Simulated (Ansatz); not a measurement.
Consider SrTiO3.

```
Sr Ti O
1.0
     3.89112   -3.89112    0.00000
     0.00000    0.00000    7.78224
    -3.89112   -3.89112    0.00000
Sr Ti O
4 4 12
Direct
  0.00000 0.75000 0.99970
  0.50000 0.25000 0.49970
  0.50000 0.75000 0.50030
  0.00000 0.25000 0.00030
  0.00000 0.50000 0.50000
  0.50000 0.00000 0.00000
  0.50000 0.50000 0.00000
  0.00000 0.00000 0.50000
  0.25000 0.99659 0.25000
  0.75000 0.49659 0.75000
  0.25000 0.50341 0.25000
  0.75000 0.00341 0.75000
  0.75000 0.50341 0.25000
  0.25000 0.00341 0.75000
  0.75000 0.99659 0.25000
  0.25000 0.49659 0.75000
  0.50000 0.75000 0.00681
  0.00000 0.25000 0.50681
  0.00000 0.75000 0.49319
  0.50000 0.25000 0.99319
```

Space group Imma; not relaxed (largest force 0.4 eV/Å); computed without spin polarisation.

These are results of Ansatz, DFT PBEsol, scalar-relativistic, plane waves, PAW, not measurements.

**What will maps of the valence pseudo-density and electron localisation function show?**

Ti–O (1.95 Å): ρ at the midpoint is about 0.72 e/Å³; the ELF peaks at about 0.80 in the valence shell of O, 0.6 Å from its nucleus, and is about 0.20 at the midpoint: no shared electron pair shows on this line.
Sr–O (2.72 Å): ρ is about 0.16 e/Å³ halfway; the ELF is about 0.05 at the midpoint (a largely ionic contact).
Sr–O (2.79 Å): ρ is about 0.14 e/Å³ halfway; the ELF is about 0.05 at the midpoint (a closed-shell, largely ionic contact).

**Does the calculation make it a metal, or give it a gap?**

It is gapped, with a Kohn–Sham gap of 1.8 eV on the k-point mesh (the band edges may lie off the mesh, which would make the gap smaller).

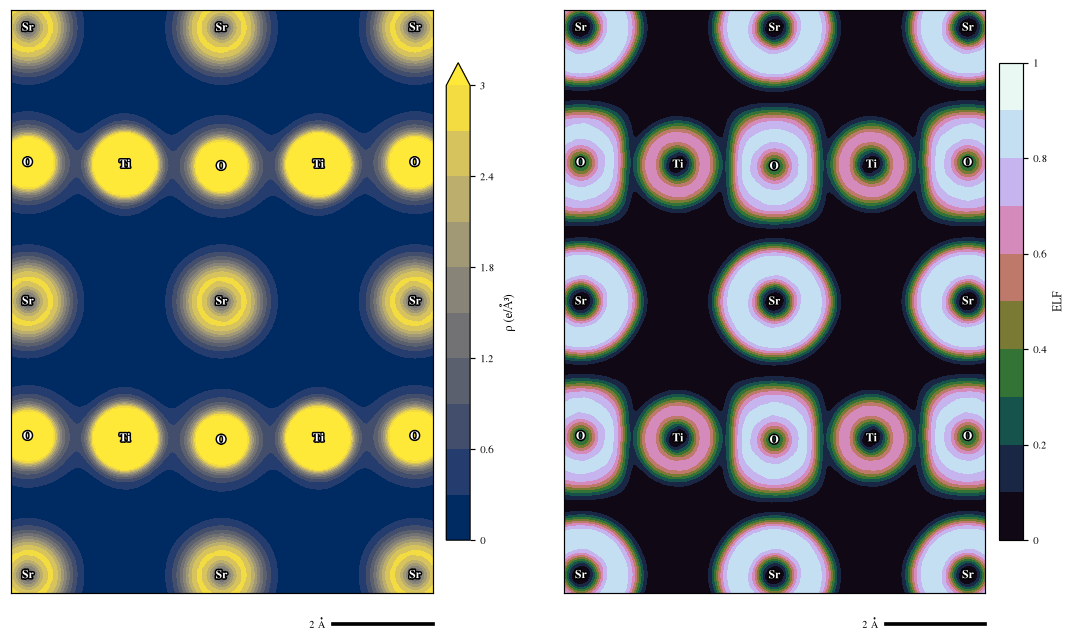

Computed valence pseudo-density and electron localisation function on the (100) plane of the conventional cell, in this order. 

Core electrons are frozen (PAW), and the valence fields are smoothed inside the atomic spheres.
